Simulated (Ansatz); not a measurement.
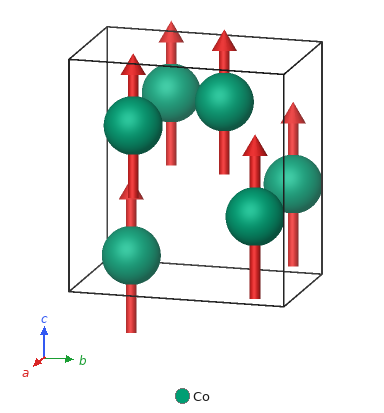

Spheres-only representation of a periodic structure, projected slightly off an axis. The simulation cell is drawn as a box. Arrows are the site magnetic moments above 0.25 μB; longer means larger, and red and blue are up and down (without spin-orbit coupling the axis itself is arbitrary).

This is the state reached for Co. Electronic-structure method: DFT PBEsol, scalar-relativistic, plane waves, PAW in Ansatz 0.2.0. Parameters: plane waves up to 420 eV, 14×8×8 k-mesh, Gaussian smearing of 0.15 eV, collinear spins.

> Name the magnetic order and give the moments.

Ferromagnetic (within this cell). Site moments: 4 Co +1.1 to +1.5 μB. The net spin moment of the whole cell is 5.2 μB.

Provenance: a structure listed in the Materials Project. The cell was then strained or its atoms displaced on purpose. Ansatz was used for an electronic-structure calculation on it.

At this level of theory the cell isn't at rest (compressed, at 65 GPa and forces up to 13.6 eV/Å), so its distances can differ from those at equilibrium, the more so the softer the solid, and its magnetic state may change on relaxation.
